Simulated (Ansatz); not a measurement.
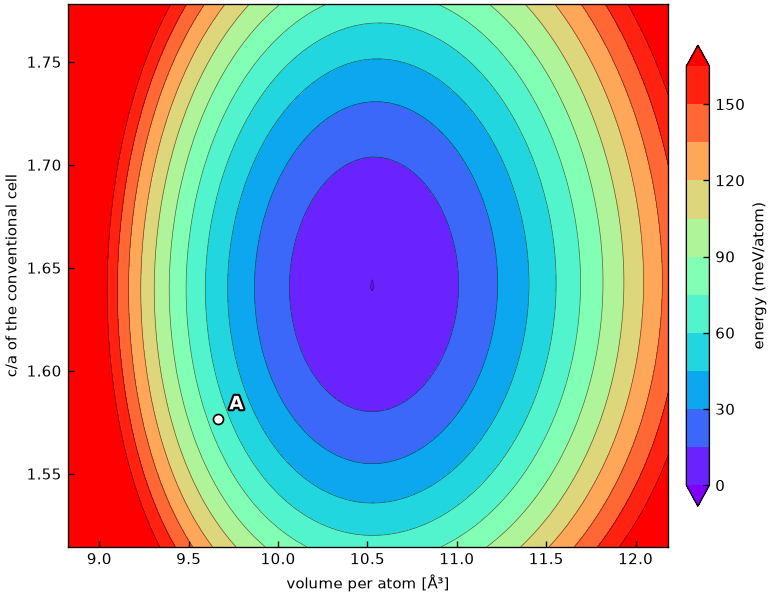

SiC (P6_3mc, No. 186; 4 atoms in the cell). The energy is mapped over volume and the cell's shape. First axis: volume per atom. Second axis: c/a of the conventional cell. Relaxed at each point: the atoms inside the fixed cell. The scan uses a 5 × 5 grid. Points are written as (first, second). Energies are in meV/atom, from the lowest grid point. Level of theory: DFT PBE, scalar-relativistic, plane waves, PAW (Ansatz 0.2.0). Settings: cutoff 520 eV, k-mesh 12×12×6 in the order of the run's cell vectors, gaussian smearing 0.05 eV, no spin polarisation.

In the figure: filled contours, one colour for all values above the top of the scale, the point A. Between grid points the surface is interpolated.

Question: Is A at rest? If not, where is it pushed?

Answer: A, at (9.66 Å³, 1.577), is not a stationary point. The computed force is 130 meV/atom for each Å³ towards larger values of volume per atom and 520 meV/atom for each unit towards larger values of c/a of the conventional cell.

PAW datasets: the set soft_1.
